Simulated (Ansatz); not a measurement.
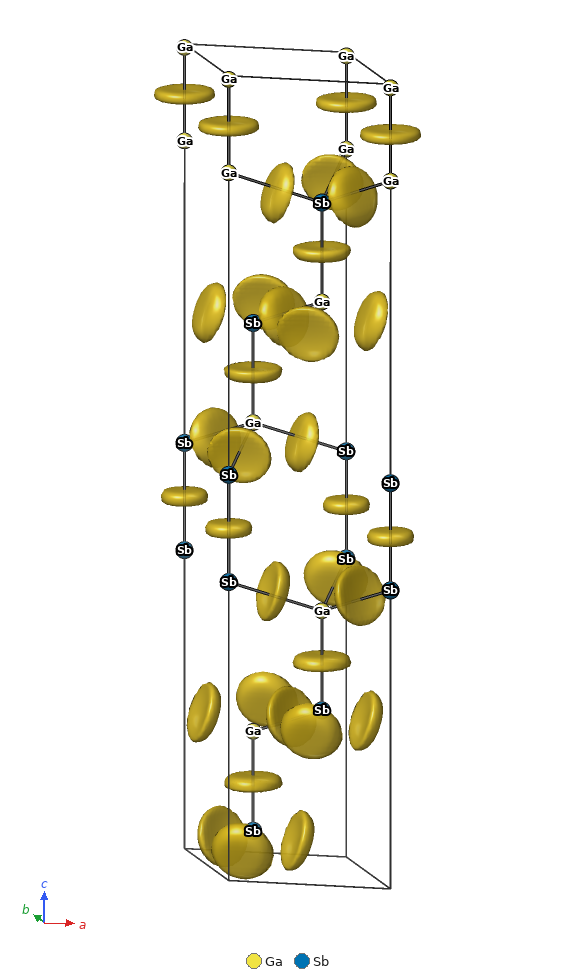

Figure 1: GaSb (interface cell). Isosurface of the ELF at 0.6 (yellow), seen slightly off an axis. Core shells and regions of very low density are left out. Sticks mark near contacts.

The calculation used DFT PBE, scalar-relativistic, plane waves, PAW (Ansatz 0.2.0).

In a PAW calculation such maps are meaningful between the atoms, not at the nuclei.

```xyz
12
Lattice="4.3938 0.0000 0.0000 -2.1969 3.8052 0.0000 0.0000 0.0000 21.5646" Properties=species:S:1:pos:R:3 pbc="T T T"
Ga    0.0000    0.0000   21.4677
Sb    2.1969    1.2684    4.4240
Sb    0.0000    2.5368    0.8367
Ga    0.0000    2.5368    3.5023
Ga    2.1969    1.2684    7.0926
Sb    0.0000    0.0000    7.9981
Sb    0.0000    0.0000   10.8709
Ga    2.1969    1.2684   15.3667
Ga    0.0000    2.5368   11.7764
Sb    0.0000    2.5368   14.4450
Sb    2.1969    1.2684   18.0323
Ga    0.0000    0.0000   18.9658
```

### Describe the localisation domains.

The ELF exceeds this value in one region between bonded Ga–Ga atoms, 22 regions between bonded Ga–Sb atoms and one region between bonded Sb–Sb atoms, counted in one cell of 12 atoms. Regions shared between cells count once. Profiles from the grid: Ga–Ga (2.50 Å): the ELF peaks at about 0.70 between the atoms. Ga–Sb (2.67 Å): the ELF peaks at about 0.70 between the atoms.
